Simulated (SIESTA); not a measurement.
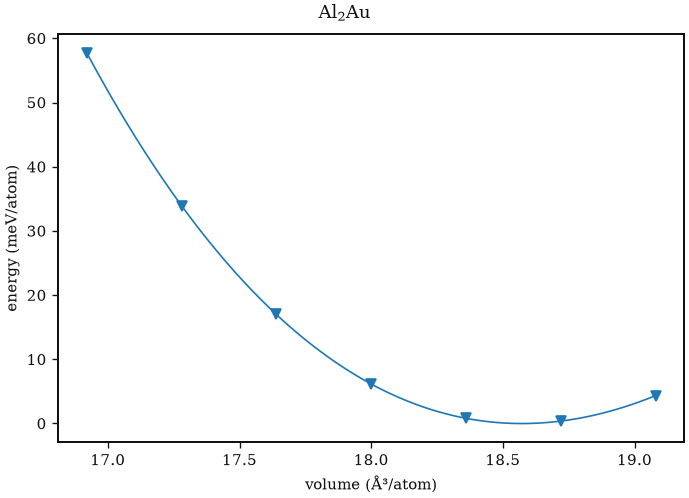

The figure shows the energy against volume for Al₂Au, space group Fm-3m (No. 225).

The given structure:
```xyz
3
Lattice="0.0000 3.0000 3.0000 3.0000 0.0000 3.0000 3.0000 3.0000 0.0000" Properties=species:S:1:pos:R:3 pbc="T T T"
Au    0.0000    0.0000    0.0000
Al    4.5000    4.5000    4.5000
Al    1.5000    1.5000    1.5000
```

How it was computed, with SIESTA 5.4.2: DFT in numerical atomic orbitals with pseudopotentials, no spin polarisation; energies at scaled volumes of the given cell, shape and fractions fixed, counted from the fit's minimum, third-order Birch-Murnaghan fit. Level: PBE.

- k mesh: 8×8×8
- occupations: Fermi–Dirac
- smearing width: 0.05 eV
- potentials: PseudoDojo 0.4 standard, converted to PSML, two zetas on semicore shells
- program settings: basis DZP, mesh cutoff 800 Ry

This calculation gives: equilibrium volume 18.57 Å³/atom and bulk modulus 106 GPa.

Now the level changes from PBE to PBEsol. Predict the effect.

The equilibrium volume falls from 18.57 to 18.05 Å³/atom (−2.8 %) and the bulk modulus rises from 106 to 115 GPa (+8.5 %).

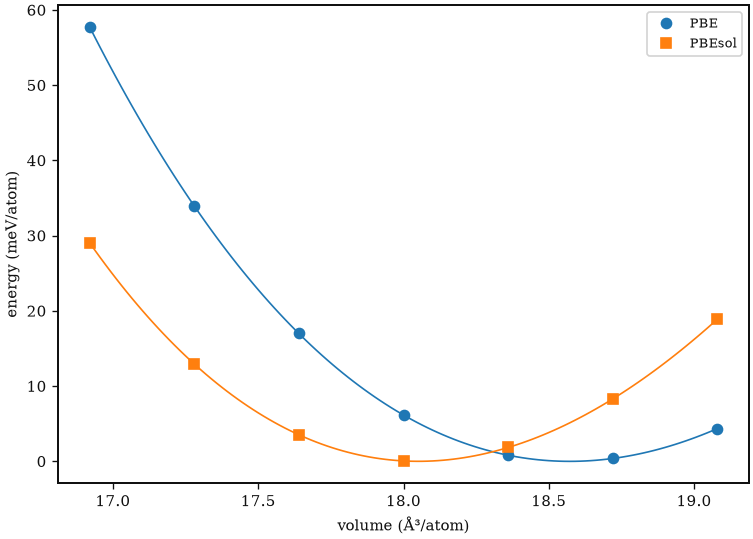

The two results together.

For both, limits of the calculation: mulliken charges of long orbitals; short basis over semicore shells; spin-orbit coupling left out, heavy elements.

V0 and the bulk modulus come from third-order Birch–Murnaghan fits.
